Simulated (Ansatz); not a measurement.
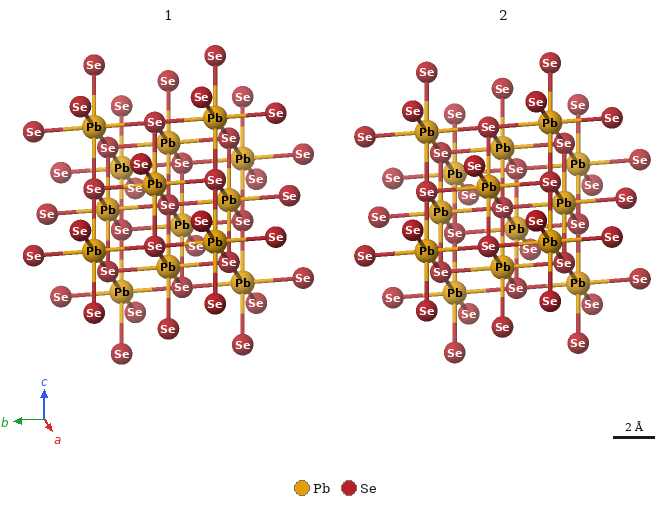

Two geometries of crystalline PbSe (a generated structure, set up in Fm-3m): one is the relaxed structure, the other was perturbed away from it. The picture is a ball-and-stick view of the conventional cell (4 times the calculation's cell), seen from a free direction. Lengths and directions refer to the drawn axes.

All numbers below come from DFT, PBE, PAW with Ansatz's default frozen-core files, scalar-relativistic (Ansatz 0.2.0). Settings: plane-wave cutoff 420 eV; k-point mesh 10 × 10 × 10; occupations fermi dirac; smearing width 0.03 eV; no spin polarisation.

Which one is perturbed?

Answer. Structure 1 is the perturbed one. The cell is strained by +4.0 % along c and −1.9 % across it (volume 0.0 %), the atoms keeping their fractional coordinates. No relaxation follows. Some distances before and after: Pb–Se 3.108 → 3.048 to 3.232 Å. The space group (tolerance 0.01 Å) goes from Fm-3m (No. 225) to I4/mmm (No. 139). It costs 20.7 meV per atom. Pressure: 0.0 GPa before, 0.5 GPa after. The principal stresses (compression positive) are −3.1 GPa along c and 2.3 GPa across it. All forces vanish by symmetry.
